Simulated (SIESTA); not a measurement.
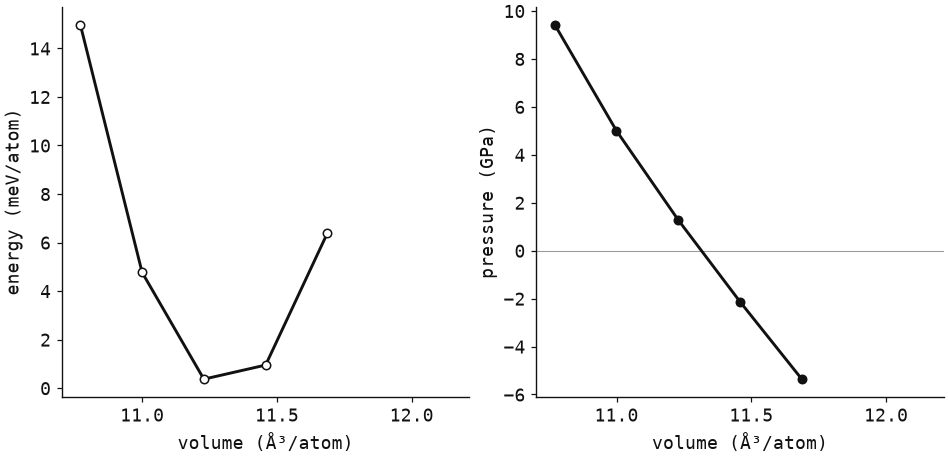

Plotted: energy and pressure against volume for Cu, space group I4/mmm (No. 139).

Cell as given: a = 2.461 Å, b = 2.461 Å, c = 2.461 Å, α = 108.22°, β = 108.22°, γ = 112.01°; 1 atom.

Method: DFT in numerical atomic orbitals with pseudopotentials, no spin polarisation; energies at scaled volumes of the given cell, shape and fractions fixed, counted from the fit's minimum, third-order Birch-Murnaghan fit (SIESTA 5.4.2). Level: PBEsol.

k mesh 13×13×13; occupations Fermi–Dirac; smearing width 0.05 eV; potentials PseudoDojo 0.4 standard, converted to PSML, two zetas on semicore shells; program settings basis DZP, mesh cutoff 800 Ry.

The points at volume 11.92 Å³/atom and 12.15 Å³/atom are left out of the plot. What values does the calculation give there?

```tsv
volume (Å³/atom)	energy (meV/atom)	pressure (GPa)
11.92	15.97	-8.02
12.15	29.26	-10.37
```

Limits of the calculation: mulliken charges of long orbitals; short basis over semicore shells; shape and atomic fractions are frozen while scaling, which makes layered, chain and framework solids too stiff.
